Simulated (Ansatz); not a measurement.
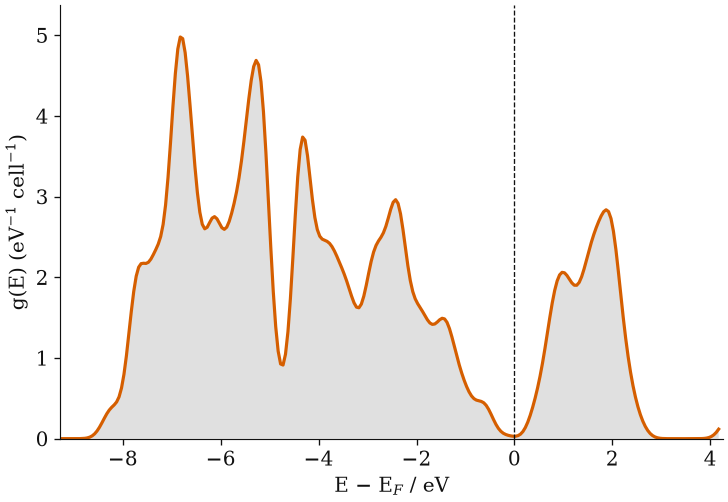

Density of states. Energies are counted from the Fermi level, put mid-gap where there is a gap. The curve is built from the levels of the k mesh with Gaussians 0.4 eV wide, which also blur the band edges.

Structure: PtSe₂, space group P-3m1 (No. 164), 3 atoms in the cell, 1T (CdI2) bulk type, uniaxial (z) strain +4.0%.

Method: DFT, HSE06, plane waves, PAW, no spin polarisation, 6×6×4 k mesh (Ansatz 0.2.0).

Is there a gap at the Fermi level, and how wide?

Answer. There is a gap; over the k points computed it is 0.33 eV (indirect; the smallest direct gap is 1.02 eV).

How wide is the upper valence band?

Answer. The upper group of valence states starts about 8.2 eV under the valence-band top (which lies at −0.2 eV on this axis), with a gap beneath it; it holds about 18 electrons a cell.

The atoms aren't at rest in this cell (largest force 0.3 eV/Å), so the relaxed material can differ. Spin-orbit coupling is left out, which matters for Pt.
